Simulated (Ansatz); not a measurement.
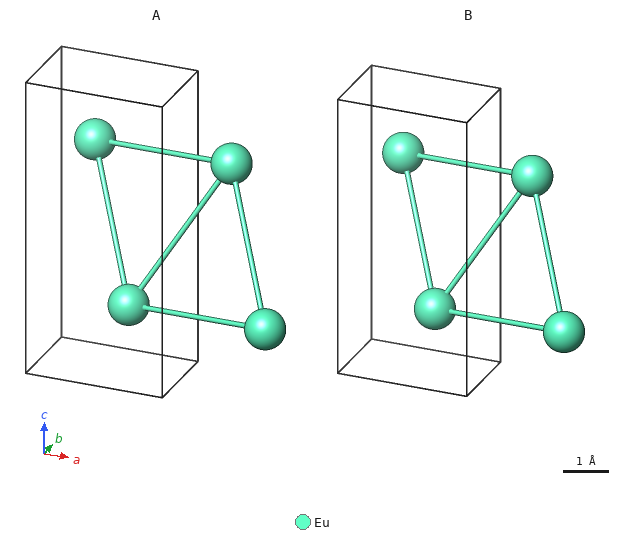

Two geometries of solid Eu (built on the hcp type) (coarse preliminary run), drawn at one scale. One is the start of a relaxation, the other its converged end. A ball-and-stick model of the cell of the calculation, repeated 2 × 1 × 1 with one cell outlined, seen slightly off an axis.

These are results of DFT PBE, scalar-relativistic, plane waves, PAW in Ansatz 0.2.0, not measurements. (plane-wave cutoff 600 eV; k-point mesh 6 × 6 × 4; occupations gaussian; smearing width 0.05 eV; collinear spin; cell and atoms relaxed; force threshold 0.03 eV/Å; at most 60 steps)

**Which of the two is the end point?**

Structure B is the relaxed one. After 2 accepted moves (3 points after the start) the energy has fallen by 80.5 meV per cell of the calculation. All forces vanish by symmetry, so only the cell relaxes. Pressure: −1.65 GPa at the start and 0.17 GPa at the end. The SCF was repeated once at an unchanged geometry on a basis and grid sized afresh for the cell, which shifted the energy by 0.3 meV per cell of the calculation at most. The atoms keep their places relative to the cell (all moves are under 0.005 Å). Cell: a = b 4.107 → 3.881 Å (−5.5 %), c 6.708 → 6.316 Å (−5.8 %). Volume −15.9 %. Among the contacts that change: Eu–Eu 4.107 → 3.872 Å. The space group stays P6_3/mmc (No. 194).

Limits of the set-up: 4f states are treated without a Hubbard U.
